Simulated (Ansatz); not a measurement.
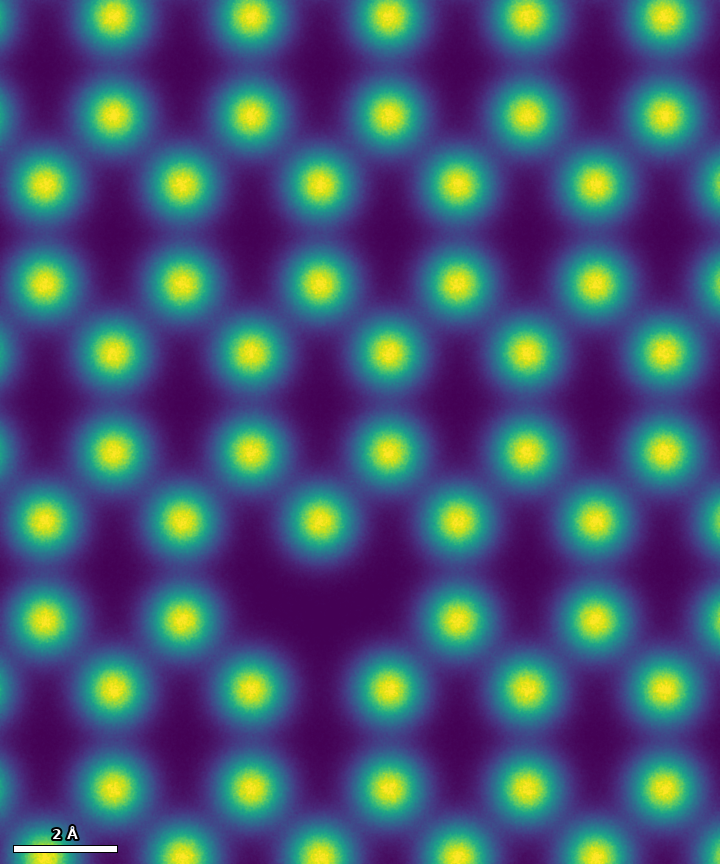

HAADF-like image of Ir (Cmcm, No. 63) along [001]. Simulated incoherent Z contrast: every atom adds Z^1.6 spread by a probe of 1.06 Å full width; channelling and multiple scattering are left out. Shot noise was added.

The sample is 1 repeat (3.6 Å) thick. One point defect was put into the perfect crystal, without relaxing the atoms around it. Brightness is counted from the darkest point of the image. Host structure: the geometry given to an electronic-structure calculation, possibly off equilibrium; the starting structure was generated, so it need not be a known form of this composition.

Where is the defect (in Å from the left and the top edge), and what does its contrast suggest?

At about 6 Å from the left and 12 Å from the top. The column has all but vanished there, which points to a vacancy or a much lighter atom. The column holds 1 atom (Ir) through the sample, and one Ir atom is missing, so its peak vanishes.
